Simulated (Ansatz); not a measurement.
**Run report: HfO2, single-point calculation (part 1 of 2)**

HfO2 (P4₂/mnm, 6 atoms in the cell), computed with DFT, HSE06, plane waves, PAW, no spin polarisation (Ansatz 0.2.0).

The structure was built on a prototype by a generator. The geometry comes from this level: r2SCAN (a point of a series of strains). It belongs to a series of runs on one base structure; here: epitaxial_xy strain -3.0%.

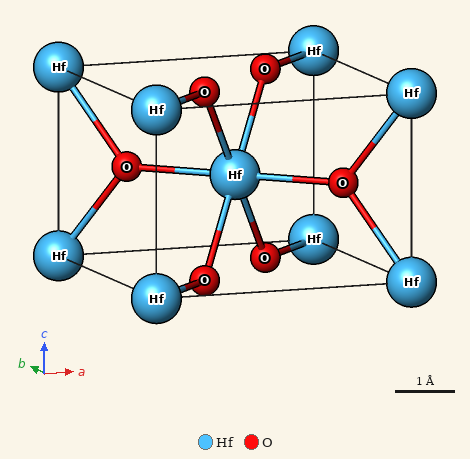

Figure 1. The structure as given in the input (ball-and-stick view of the cell of the calculation, seen slightly off an axis). An atom can appear more than once, as a periodic image.

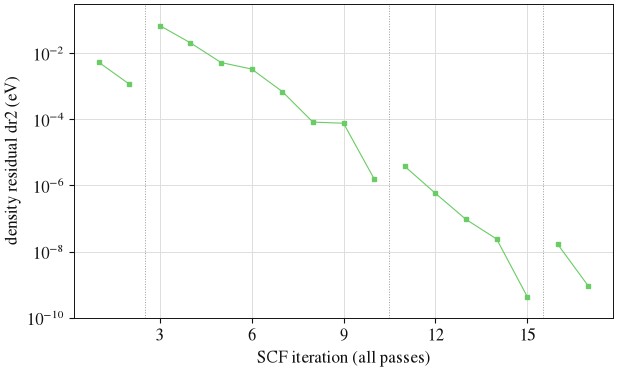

Figure 2. Convergence of the self-consistent field: density residual dr2 against the SCF iteration. The run starts with a semilocal functional; after that each stretch between dotted lines is one SCF of the hybrid functional between two exact rebuilds of the exchange operator by the outer loop. Early passes are stopped at a loose threshold. The passes take 2, 8, 5 and 2 iterations.

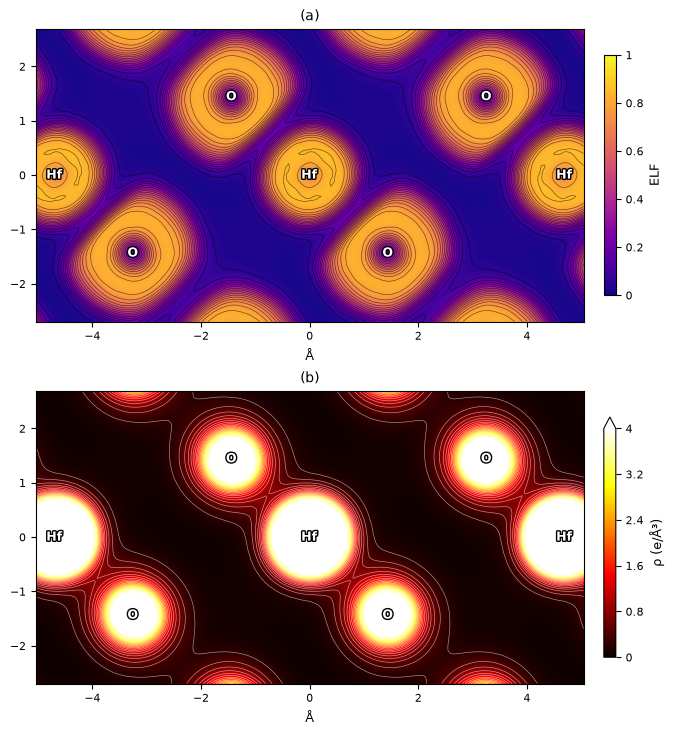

Figure 3. (a) electron localisation function; (b) valence charge density (pseudo) on the (001) plane of the conventional cell. Atoms in the plane: Hf and O. Hf–O (2.04 Å): ρ is about 0.87 e/Å³ halfway; the ELF peaks at about 0.85 in the valence shell of O, 0.6 Å from its nucleus, and drops to about 0.20 between the two atoms. Away from the nuclei the density in this plane falls to 0.04 e/Å³ at its lowest. The strong features right at Hf lie inside the PAW spheres (semicore, d or f shells) and say nothing about bonding. Core electrons are frozen (PAW), so the fields are smoothed inside the atomic spheres.

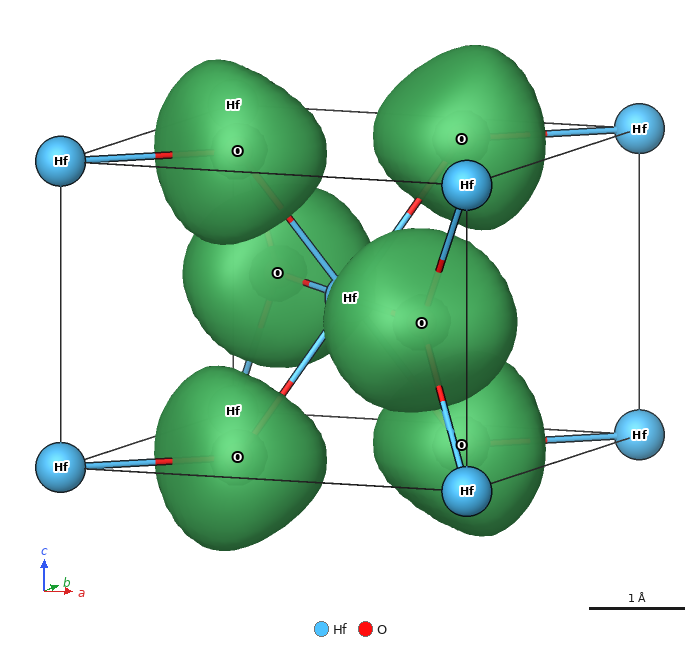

Figure 4. Isosurface of the electron localisation function at 0.6 (green), seen slightly off an axis. Core shells and regions of very low density are left out. Sticks mark near contacts. The outline is the cell set on symmetry axes. Values along the shortest contacts: Hf–O (2.04 Å): the ELF peaks at about 0.85 in the valence shell of O, 0.6 Å from its nucleus, and drops to about 0.20 between the two atoms. Hf–O (2.09 Å): the ELF peaks at about 0.80 in the valence shell of O, 0.6 Å from its nucleus, and drops to about 0.20 between the two atoms.

The input and output of the run follow.

### Input
```yaml
crystal:
  lattice:
    - [4.6931337186, 0.0, 0.0]
    - [0.0, 4.6931337186, 0.0]
    - [0.0, 0.0, 3.2882890728]
  atoms:
    - { symbol: Hf, position: [0.0, 0.0, 0.0] }
    - { symbol: Hf, position: [0.5, 0.5, 0.5] }
    - { symbol: O, position: [0.3067458751, 0.3067458751, 0.0] }
    - { symbol: O, position: [0.1932541249, 0.8067458751, 0.5] }
    - { symbol: O, position: [0.8067458751, 0.1932541249, 0.5] }
    - { symbol: O, position: [0.6932541249, 0.6932541249, 0.0] }
kpoints:
  mp_grid: { grid: [4, 4, 4] }
  band_path:
    path:
      - [0.0, 0.0, 0.0]
      - [0.0, 0.5, 0.0]
      - [0.5, 0.5, 0.0]
      - [0.0, 0.0, 0.5]
      - [0.0, 0.5, 0.5]
      - [0.5, 0.5, 0.5]
    npoints: 1
hamiltonian:
  xc: hse06
scf:
  occupations: { method: fixed }
  n_extra_bands: 5
output:
  forces: true
  stress: true
  eigenvalues: true
  write_density: true
  write_potential: true
  elf: true
  volumetric_format: npy
```

### Output
```
Warning: output.stress: scf.convergence.dr2_threshold = 1e-7 eV (the SCF's general default) is looser than the 6e-10 eV advised for a printed stress (1e-10 eV for each atom of the cell: 6). What an SCF threshold leaves in a stress goes as its square root, and in the free energy as the threshold itself, and one threshold admits the most on a small cell: of the crystals measured, under no hybrid functional and no lock of the moments, on runs that ended without the residual-converged pass, on stresses that held no estimate of that error, the worst erred by over 100 MPa in a component at 1e-7 eV an atom and by under 5 at 1e-10. Set scf.convergence.dr2_threshold to 6e-10 eV or tighter. The threshold is an SCF's pass mark: one that does not reach it within its budget of iterations ends unconverged, or closes short of it on a stop that the run arms, and scf.convergence.dr2_threshold's page says what that costs each kind of run
Warning: output.stress: scf.exx.energy_threshold = 1e-6 eV is looser than the 6e-8 eV advised for a stress under a hybrid functional (1e-8 eV for each atom of the cell: 6). Every SCF of the exchange loop can meet its threshold on dr2 while the loop round them stops early: no threshold on dr2 bounds what that leaves in the stress. Set scf.exx.energy_threshold to 6e-8 eV or tighter. The threshold is the loop's pass mark: a loop that does not reach it within its budget of cycles ends unconverged, and scf.exx.energy_threshold's page has the law
scf.n_extra_bands = 5 over 38 filled bands (N_el = 76.0): the run solves 43 bands
Engine: ansatz 0.2.0, x86_64-unknown-linux-gnu
Pseudopotentials: kind: paw
Pseudopotential: Hf, paw, valence charge 26, recommended cutoff 420 eV (normal), Hf.paw.azcp
Pseudopotential: O, paw, valence charge 6, recommended cutoff 420 eV (normal), O.paw.azcp
Functional definition: HSE06
  parameter a = 0.25
  parameter omega = 0.11/bohr
  exchange = pbe_x - a*pbe_x_sr(omega) + a*exact_x_sr(omega)
  correlation = pbe_c
davidson cushion auto → on  (no smearing: the cushion is to keep the highest requested band from converging to the state above it; pin scf.eigensolver.cushion to override)
Crystal: 6 atoms, lattice volume = 72.426 Å³
Basis set: ecut = 420 eV, 1443 PW (Γ), exchange–correlation on 64×64×48 points (8 copies of the dense FFT grid, shifted against one another)
Bands: 43, of which v1, the nominal top of the filled ones, is band 38 counted from 1 (37 counted from 0)
Symmetry: 16 space group operations
Space group: P42/mnm (ITA 136), of the structure as read, at distance tolerance 4.2e-5 Å
k-points: 18 of 64
Non-local potential: Hf, projectors of the file, l = 0: 3, l = 1: 2, l = 2: 2, l = 3: 3
Non-local potential: O, projectors of the file, l = 0: 2, l = 1: 2, l = 2: 1
PAW form: soft (Blöchl's): semilocal exchange-correlation on the pseudo side does not see the compensation charge
PAW frozen core: Hf, regenerated for the run's functional, and the local potential with it (the file was generated under x = pbe(κ = 0.804, μ = 0.2195149727645171), c = pbe(β = 0.06672455060314922))
PAW frozen core: O, regenerated for the run's functional, and the local potential with it (the file was generated under x = pbe(κ = 0.804, μ = 0.2195149727645171), c = pbe(β = 0.06672455060314922))
PAW one-centre angular grid: Hf, 590 points (default); XC on 64 Gauss nodes
PAW one-centre angular grid: O, 110 points (default); XC on 96 Gauss nodes
Initial density: superposition of atomic densities (neutral atoms: chi_scale 0, normalization atom), corrected by the library's trained network
Initial wavefunctions: pseudopotential atomic-orbital guess
Functional: x = pbe(κ = 0.804, μ = 0.2195149727645171), c = pbe(β = 0.06672455060314922), warm-up for x = pbe(κ = 0.804, μ = 0.2195149727645171) + 0.25 (exact − pbe) at short range (hse, ω = 0.20786987370883472 Å⁻¹), c = pbe(β = 0.06672455060314922); HSE06 as pw.x's `hse` composes it (authors' and Libxc's form: `xc: wpbeh`)
SCF iter   1: F=—  HF=-33722.928788 eV  |F-HF|=—  |Δ(HF+E_count)|=         —  Δρ=3.08e-3  dr2=5.34e-3  ethr=1.77e-3  ⟨swp⟩=5.3  Hψ=3149  notcnv=0
preconditioner: auto → none  [insulator: Δε(μ)=4.137 eV  Ē_g=17.057 eV  n_scr=30 (ndim 8)  ℏωp=37.0 eV  f_vac=0.076]
SCF iter   2: F=-33722.929601 eV  HF=-33722.929941 eV  |F-HF|=3.41e-4  |Δ(HF+E_count)|=   1.15e-3  Δρ=1.75e-3  dr2=1.16e-3  ethr=7.02e-6  ⟨swp⟩=4.2  Hψ=2750  notcnv=0
SCF 1 stopped early in 2 iterations: F = -33722.929601 eV  dr2 = 1.16e-3
  greatest PAW one-centre occupation: 0.999 electrons in one spin orbital (limit 2), on the Hf atom at site 1 (counted from 0), in its partial waves of l = 0
Initial density: handed on by an earlier stage of this run
Initial wavefunctions: those handed on with the density
Functional: x = pbe(κ = 0.804, μ = 0.2195149727645171) + 0.25 (exact − pbe) at short range (hse, ω = 0.20786987370883472 Å⁻¹), c = pbe(β = 0.06672455060314922); HSE06 as pw.x's `hse` composes it (authors' and Libxc's form: `xc: wpbeh`)
Exchange kernel: α = 0.2500, screened, ω = 0.2079 Å⁻¹, Wigner–Seitz truncation, v(0) = 1030.2878 eV·Å³, q-mesh 4×4×4, nearest image of the exchange supercell L = 13.15 Å, pair-density grid 30×30×20, without the augmentation charges, whose exchange is taken in its separable form by FFT convolution over the k-point mesh (sized by the pseudopotential files, 32×32×24 at the most), smooth part of the exact exchange by density-matrix convolution in up to 2.50 GiB of GPU memory as planned if the GPU has room (build and FFT work areas not counted)
Frozen-core exchange: fock
SCF iter   1: F=—  HF=-33723.407036 eV  |F-HF|=—  |Δ(HF+E_count)|=         —  Δρ=1.01e-2  dr2=6.80e-2  ethr=1.52e-5  ⟨swp⟩=6.2  Hψ=3478  notcnv=0
preconditioner: auto → none  [insulator: Δε(μ)=5.868 eV  Ē_g=20.497 eV  n_scr=30 (ndim 8)  ℏωp=37.0 eV  f_vac=0.076]
SCF iter   2: F=—  HF=-33723.307043 eV  |F-HF|=—  |Δ(HF+E_count)|=   1.00e-1  Δρ=6.70e-3  dr2=2.05e-2  ethr=1.52e-5  ⟨swp⟩=4.0  Hψ=2812  notcnv=0
SCF iter   3: F=—  HF=-33723.301056 eV  |F-HF|=—  |Δ(HF+E_count)|=   5.99e-3  Δρ=2.10e-3  dr2=5.20e-3  ethr=1.52e-5  ⟨swp⟩=3.0  Hψ=2437  notcnv=0
SCF iter   4: F=—  HF=-33723.339931 eV  |F-HF|=—  |Δ(HF+E_count)|=   3.89e-2  Δρ=1.96e-3  dr2=3.30e-3  ethr=1.72e-6  ⟨swp⟩=4.1  Hψ=2887  notcnv=0
SCF iter   5: F=—  HF=-33723.338660 eV  |F-HF|=—  |Δ(HF+E_count)|=   1.27e-3  Δρ=1.10e-3  dr2=6.90e-4  ethr=1.72e-6  ⟨swp⟩=4.0  Hψ=2467  notcnv=0
iter 6 solved again at ethr=1.07e-8 eV; its pass at ethr=7.99e-7 eV (dr2=8.11e-6 eV) is discarded
SCF iter   6: F=—  HF=-33723.338453 eV  |F-HF|=—  |Δ(HF+E_count)|=   2.06e-4  Δρ=1.53e-4  dr2=8.21e-5  ethr=1.07e-8  ⟨swp⟩=3.3  Hψ=4092  notcnv=0
eigensolver tolerance schedule: the retry pair's looser diagonalisation over-reported the residual by 0.14 of it (diagonalisation noise at 0.14 of the residual, at the tolerance the schedule requests for it); recorded, not acted on — ethr = c·dr2/N_el stays at c = 1.0e-1
SCF iter   7: F=—  HF=-33723.339134 eV  |F-HF|=—  |Δ(HF+E_count)|=   6.81e-4  Δρ=3.03e-4  dr2=7.59e-5  ethr=9.40e-9  ⟨swp⟩=4.5  Hψ=3018  notcnv=0
SCF iter   8: F=-33723.339108 eV  HF=-33723.339108 eV  |F-HF|=1.37e-8  |Δ(HF+E_count)|=   2.63e-5  Δρ=1.23e-5  dr2=1.58e-6  ethr=9.40e-9  ⟨swp⟩=4.0  Hψ=2688  notcnv=0
SCF 2 stopped early in 8 iterations: F = -33723.339108 eV  dr2 = 1.58e-6
  Residual-converged pass: ⟨swp⟩=3.1  Hψ=1959  notcnv=0  max |occ|·‖R‖ = 6.5e-6 eV (tolerance 6.7e-6 eV)  dr2=1.58e-6  dr2_onsite=1.38e-8  max |Δocc| = 0.0e0
  greatest PAW one-centre occupation: 1.003 electrons in one spin orbital (limit 2), on the Hf atom at site 1 (counted from 0), in its partial waves of l = 0
hybrid outer 1: dexx = +4.286e-2 eV, tail = 2.08e-3 eV
Exchange kernel: α = 0.2500, screened, ω = 0.2079 Å⁻¹, Wigner–Seitz truncation, v(0) = 1030.2878 eV·Å³, q-mesh 4×4×4, nearest image of the exchange supercell L = 13.15 Å, pair-density grid 30×30×20, without the augmentation charges, whose exchange is taken in its separable form by FFT convolution over the k-point mesh (sized by the pseudopotential files, 32×32×24 at the most), smooth part of the exact exchange by density-matrix convolution in up to 2.50 GiB of GPU memory as planned if the GPU has room (build and FFT work areas not counted)
Frozen-core exchange: fock
```
